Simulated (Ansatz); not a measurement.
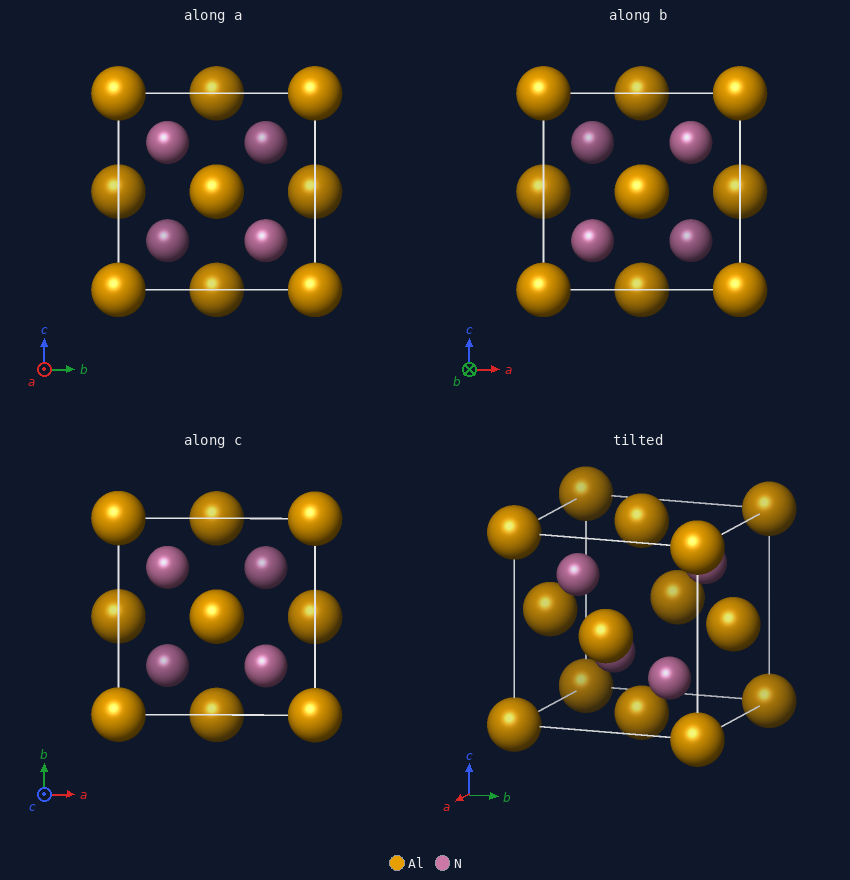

An orthographic spheres-only view of the structure, along the a axis, along the b axis, along the c axis and slightly off an axis. One drawn cell (a repeat of the simulation cell) is framed, with atoms on its boundary repeated.

Lattice parameters: a = 4.3698 Å, b = 4.3698 Å, c = 4.3698 Å, α = 90.000°, β = 90.000°, γ = 90.178°.

> Set out the cell and atoms as a CIF in P1 with every atom of the cell.

```cif
data_structure
_symmetry_space_group_name_H-M 'P 1'
_symmetry_Int_Tables_number 1
_cell_length_a 4.3698
_cell_length_b 4.3698
_cell_length_c 4.3698
_cell_angle_alpha 90.000
_cell_angle_beta 90.000
_cell_angle_gamma 90.178
_cell_volume 83.44
loop_
_atom_site_label
_atom_site_type_symbol
_atom_site_fract_x
_atom_site_fract_y
_atom_site_fract_z
_atom_site_occupancy
Al1 Al 0.0000 0.0000 0.0000 1
Al2 Al 0.5000 0.5000 0.0000 1
Al3 Al 0.5000 0.0000 0.5000 1
Al4 Al 0.0000 0.5000 0.5000 1
N1 N 0.2500 0.2500 0.2504 1
N2 N 0.7500 0.7500 0.2504 1
N3 N 0.7500 0.2500 0.7504 1
N4 N 0.2500 0.7500 0.7504 1
```

Origin of the cell: a structure type filled with these elements by a generator (whether the compound takes this form wasn't checked). The cell was then strained or its atoms displaced on purpose. It went into a calculation with Ansatz.

At this level of theory the cell isn't at rest (compressed, at 5 GPa), so its distances can differ from those at equilibrium, the more so the softer the solid.
